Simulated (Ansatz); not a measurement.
System: NaCl.

```cif
data_structure
_symmetry_space_group_name_H-M 'P 1'
_symmetry_Int_Tables_number 1
_cell_length_a 3.8445
_cell_length_b 3.8445
_cell_length_c 5.8900
_cell_angle_alpha 90.000
_cell_angle_beta 90.000
_cell_angle_gamma 90.000
_cell_volume 87.06
loop_
_atom_site_label
_atom_site_type_symbol
_atom_site_fract_x
_atom_site_fract_y
_atom_site_fract_z
_atom_site_occupancy
Na1 Na 0.00000 0.00000 0.00000 1
Na2 Na 0.50000 0.50000 0.50000 1
Cl1 Cl 0.50000 0.50000 0.00000 1
Cl2 Cl 0.00000 0.00000 0.50000 1
```

Space group I4/mmm; changed on purpose from its base cell (strain -0.040 along x and y, +0.040 along z, atoms carried along).

These are results of DFT PBEsol, scalar-relativistic, plane waves, PAW in Ansatz, not measurements.

### Predict the valence pseudo-density and electron localisation function between the atoms.

Na–Cl (2.72 Å): ρ is about 0.17 e/Å³ halfway; the ELF peaks at about 0.85 in the valence shell of Cl, 0.8 Å from its nucleus, and falls to about 0 next to Na; an ionic contact with no shared pair.

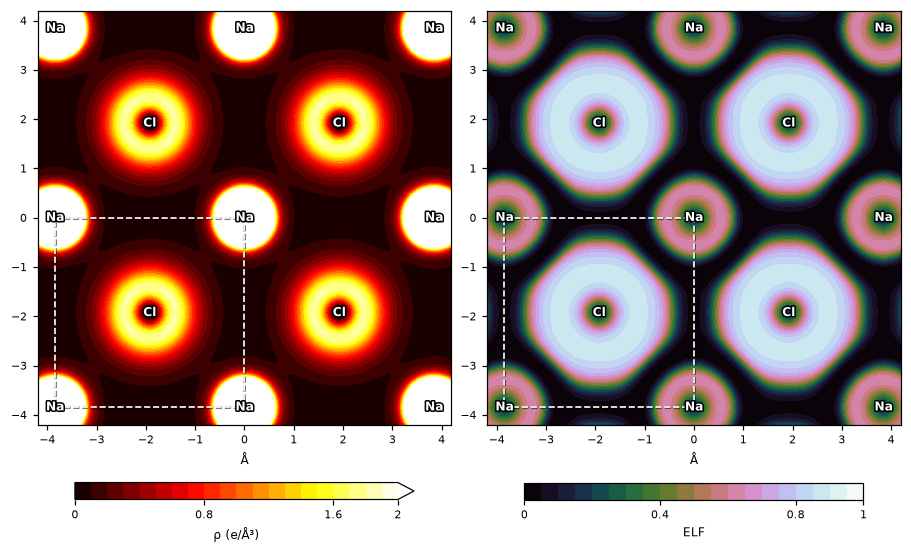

Computed valence pseudo-density and electron localisation function on the (001) plane of the conventional cell, in this order. 

In a PAW calculation such maps are meaningful between the atoms, not at the nuclei.
